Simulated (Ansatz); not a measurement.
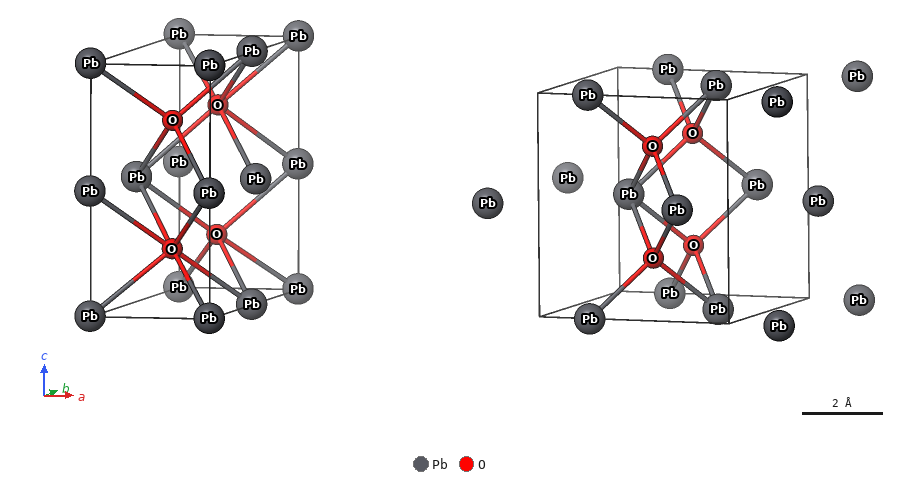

Two geometries of crystalline PbO (built on the CsCl type), drawn at one scale. One is the start of a relaxation, the other its converged end. Style: ball-and-stick. Shown: the cell of the calculation, slightly off an axis.

The calculation used Ansatz 0.2.0, DFT, PBEsol, plane waves, PAW. Set-up: plane-wave cutoff 420 eV; k-point mesh 6 × 4 × 4; occupations fermi dirac; smearing width 0.05 eV; no spin polarisation; cell and atoms relaxed; force threshold 0.01 eV/Å; at most 120 steps.

Which geometry has the lower energy?

The right one is the relaxed one. Case: shaken. After 27 accepted moves (35 points after the start) the energy has fallen by 466 meV per atom. The largest force component goes from 0.26 to 0.00037 eV/Å. Pressure: −2.77 GPa at the start and 0.01 GPa at the end. The line search rejected the trial steps at points 1, 12, 21 of the run. At 5 points the geometry stayed and the basis and grid were re-selected for the new cell (energy shift of 34.7 meV per atom at most each time). A Pb atom moves most relative to the cell: 1.36 Å along +a. By element the largest moves are Pb 1.36 Å, O 0.08 Å. The drawn cell changes as follows: a 3.206 → 5.074 Å (+58.3 %), b 6.355 → 5.641 Å (−11.2 %), c 6.376 → 5.641 Å (−11.5 %), α 89.7° → 90.0°, β 88.4° → 90.0°, γ 91.0° → 90.0°; the volume changes by +24.4 %. Near-neighbour distances that change, for instance: O–Pb 2.674 → 4.370 Å, O–Pb 2.716 → 4.373 Å, O–Pb 2.734 → 4.370 Å, O–Pb 2.763 → 4.373 Å. The space group (tolerance 0.01 Å) goes from P1 (No. 1) to P4/nmm (No. 129). The run took 18 min on 2 threads of Intel(R) Xeon(R) Processor @ 2.50GHz (Skylake/Cascade Lake), with other jobs on the host, peak memory 0.62 GiB.
